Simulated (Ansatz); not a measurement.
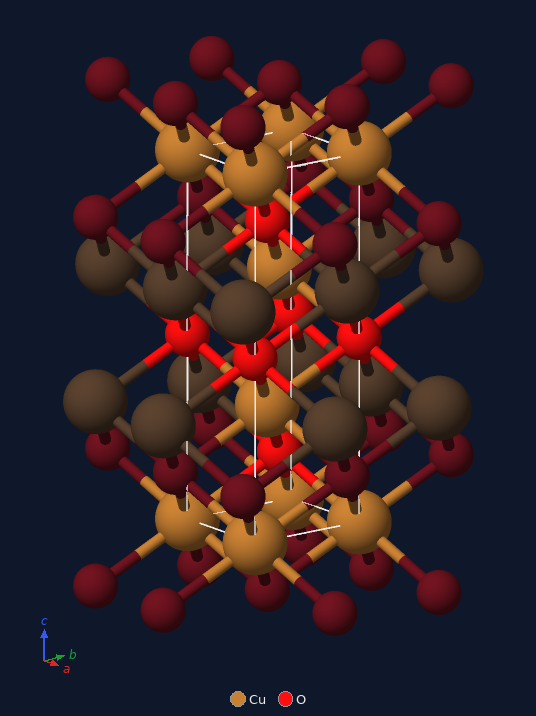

Ball-and-stick drawing of the structure, looking slightly off an axis. The lines enclose the conventional unit cell; boundary atoms appear with their images. The bonded neighbours beyond the faces are included, in fainter colours. Cell: a = 3.002 Å, b = 3.002 Å, c = 6.474 Å, α = 90.00°, β = 90.00°, γ = 120.00°.

Summary of the structure:

- The formula is CuO.
- Its lattice is rhombohedral (trigonal R), its space group R-3m (No. 166).
- One cell contains 3 Cu, 3 O, 6 atoms in all.
- The Cu atoms are each bonded to six O in a distorted octahedral arrangement at about 2.0 Å. About every O there are six Cu in a distorted octahedral arrangement at about 2.0 Å. Not all metal-metal contacts are counted.
- The bonds build a three-dimensional framework.

It goes back to a structure listed in the Materials Project. The cell was then strained or its atoms displaced on purpose. It went into a calculation with Ansatz.

At this level of theory the cell isn't at rest (compressed, at 29 GPa), so its distances can differ from those at equilibrium, the more so the softer the solid.
